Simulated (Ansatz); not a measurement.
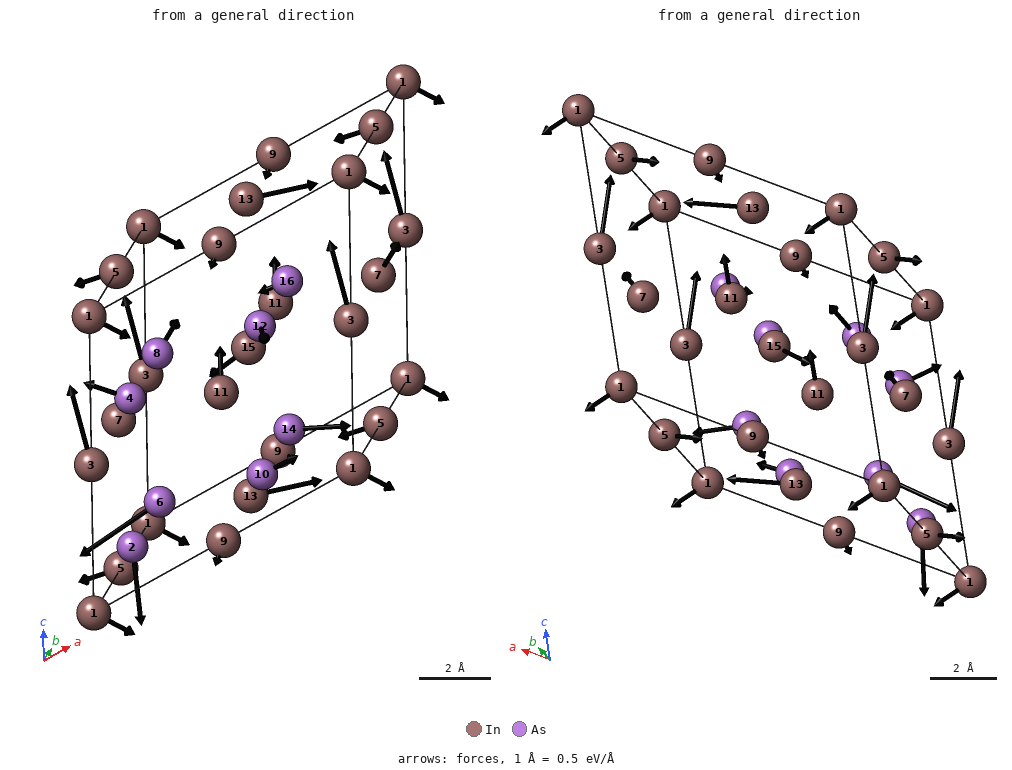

Shown here is a spheres-only view of the crystal, taken from two general directions. The simulation cell is outlined; an atom on or near a face, edge or corner is repeated at each equivalent position. The arrows are the computed forces on the atoms.

System: InAs. Setup: DFT, r2SCAN, plane waves, PAW in Ansatz 0.2.0; plane waves up to 500 eV, a 2×2×2 grid in reciprocal space, Fermi-Dirac smearing of 0.052 eV, no spin polarisation.

### Would an optimiser stop at this geometry?

No. The atoms still feel forces of up to about 1.2 eV/Å, far above a usual threshold of 0.01 to 0.03 eV/Å.

### Identify the atom with the maximum force.

As6, about 1.2 eV/Å.

The starting point was a structure type filled with these elements by a generator (whether the compound takes this form wasn't checked). Earlier steps of the study, as a rule a relaxation of our own, may have changed the cell and positions, so they can lie some per cent off the listed ones. It went into a calculation with Ansatz.
